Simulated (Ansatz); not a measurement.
```
CELL_PARAMETERS angstrom
0.00000 5.44231 -5.44231
5.44231 5.44231 0.00000
5.44231 0.00000 -5.44231
ATOMIC_POSITIONS crystal
Zn 0.00300 0.99632 0.00185
Zn 0.49545 0.50393 0.00514
Zn 0.49877 0.99627 0.00186
Zn 0.00311 0.50064 0.49754
Zn 0.00642 0.99294 0.49425
Zn 0.49877 0.50058 0.49758
Zn 0.50091 0.99845 0.49973
S 0.12786 0.12172 0.12251
S 0.12370 0.62543 0.12666
S 0.62531 0.12574 0.12359
S 0.62421 0.62537 0.12668
S 0.12482 0.12290 0.62412
S 0.12789 0.62121 0.62307
S 0.62818 0.12286 0.62414
S 0.62537 0.62233 0.62697
```

Spin-polarised.

Computed with Ansatz, DFT PBE, scalar-relativistic, plane waves, PAW.

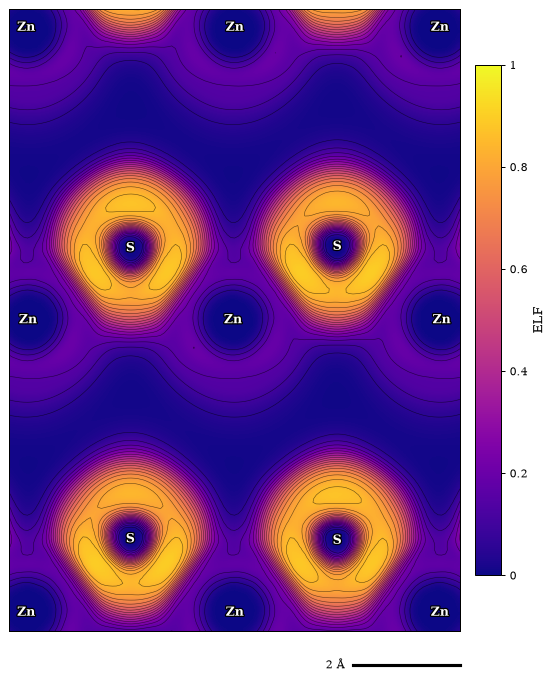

Zn₇S₈ (cell with a defect). ELF on the (011̄) plane of the calculation cell.

Q: What do the fields say about this system?

A: The section cuts through Zn and S sites. Zn–S (2.33 Å): the ELF peaks at about 0.90 in the valence shell of S, 0.8 Å from its nucleus, and is about 0.55 at the midpoint. Zn–S (2.37 Å): the ELF peaks at about 0.90 in the valence shell of S, 0.8 Å from its nucleus, and is about 0.55 at the midpoint.

Q: Does the calculation make it a metal, or give it a gap?

A: It is gapless in this calculation (a metal or semimetal).
